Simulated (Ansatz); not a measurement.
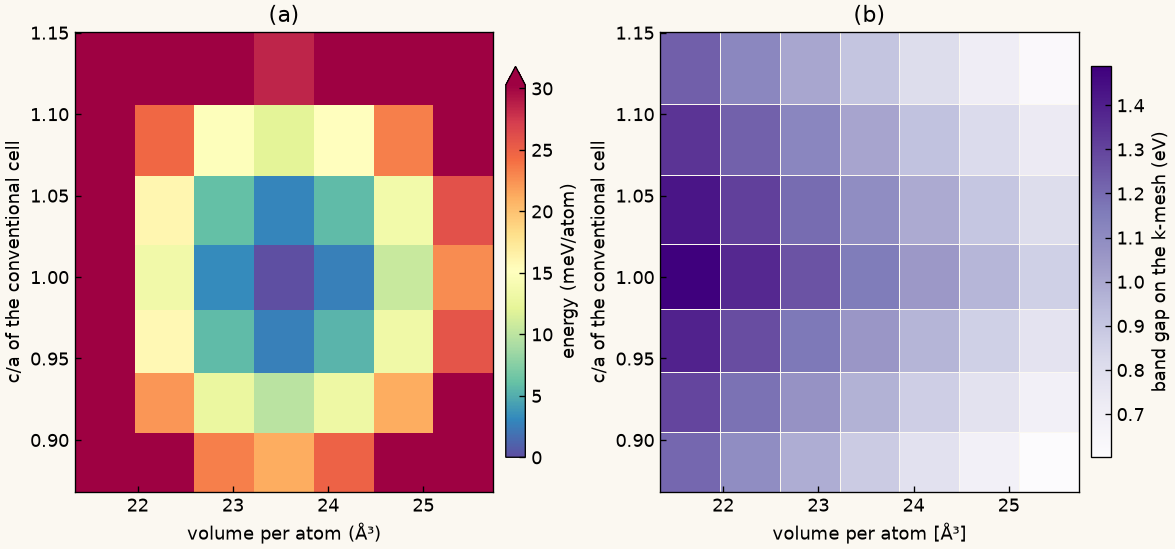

ZnSe (F-43m, No. 216; 2 atoms in the cell). The energy is mapped over volume and the cell's shape. The first coordinate is: volume per atom; the second: c/a of the conventional cell. Nothing is relaxed (symmetry fixes all fractional coordinates). The grid has 7 × 7 points. Points are written as (first, second). All energies are given in meV/atom relative to the lowest grid point. These are results of DFT PBE, scalar-relativistic, plane waves, PAW in Ansatz, not measurements. Settings: cutoff 520 eV, k-mesh 10×10×10, gaussian smearing 0.05 eV, no spin polarisation.

Panel (a) is the energy and panel (b) the computed band gap on the k-mesh on the same grid.

In the figure: one coloured cell a grid point, one colour for all values above the top of the scale.

### How does the band gap on the k-mesh vary over the map, and what is it at the lowest grid point?

It runs from 0.60 eV at (25.42 Å³, 0.886) to 1.49 eV at (21.65 Å³, 1.000). At the lowest grid point, (23.54 Å³, 1.000), it is 1.15 eV.

PAW datasets: the set soft_1.
